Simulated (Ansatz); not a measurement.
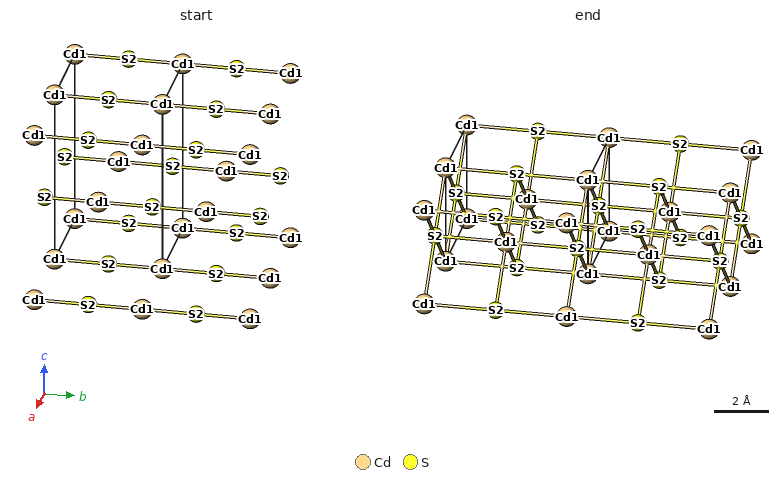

The structure of a crystal of CdS (a generated structure, set up in Immm) (coarse preliminary run) before (left) and after (right) a relaxation, at one scale.

The picture is a ball-and-stick view of the conventional cell (2 times the calculation's cell), repeated 2 × 2 × 1 with one cell outlined, seen from a free direction. Lengths and directions refer to the drawn axes.

Computed with DFT PBE, scalar-relativistic, plane waves, PAW in Ansatz.

Input
```yaml
crystal:
  lattice:
    - [-1.84964694, 2.0764155, 3.4140901]
    - [1.84964694, -2.0764155, 3.4140901]
    - [1.84964694, 2.0764155, -3.4140901]
  atoms:
    - { symbol: Cd, position: [0.0, 0.0, 0.0] }
    - { symbol: S, position: [0.5, 0.0, 0.5] }
basis:
  ecutwfc: 420
kpoints:
  mp_grid: { grid: [6, 6, 6] }
hamiltonian:
  xc: pbe
scf:
  occupations: { method: gaussian, width: 0.1 }
  lower_state_search: "off"
output:
  forces: true
  stress: true
  eigenvalues: true
relax:
  adjacent_minimum: "off"
  f_tol: 0.04
  max_steps: 70
  cell: { stress_tol: 0.4 }
```

Run as
```bash
ansatz run input.yaml --threads 1 --pin off --max-ram 2560MiB --backend cpu --events-out ev --progress --plain --runs-dir out
```

Q: What changed between the two?

A: After 14 accepted moves (16 points after the start) the energy has fallen by 1127 meV per atom. All forces vanish by symmetry, so only the cell relaxes. The pressure goes from 20.56 to 0.05 GPa. At 2 points the geometry stayed and the basis and grid were re-selected for the new cell (energy shift of 25.5 meV per atom at most each time). The atoms keep their places relative to the cell (all moves are under 0.005 Å). The drawn cell changes as follows: a 3.699 → 3.890 Å (+5.1 %), b 4.153 → 5.483 Å (+32.0 %), c 6.828 → 3.889 Å (−43.0 %); the volume changes by −20.9 %. Among the contacts that change: Cd1–S2 3.883 → 2.750 Å, Cd1–S2 (another image) 2.076 → 2.741 Å. New bonds form: Cd1–S2 (3.88 → 2.75 Å). Within 0.06 Å the space group is Immm at the start and Fm-3m at the end; at a tighter tolerance small leftover displacements or strains of the cell lower it.
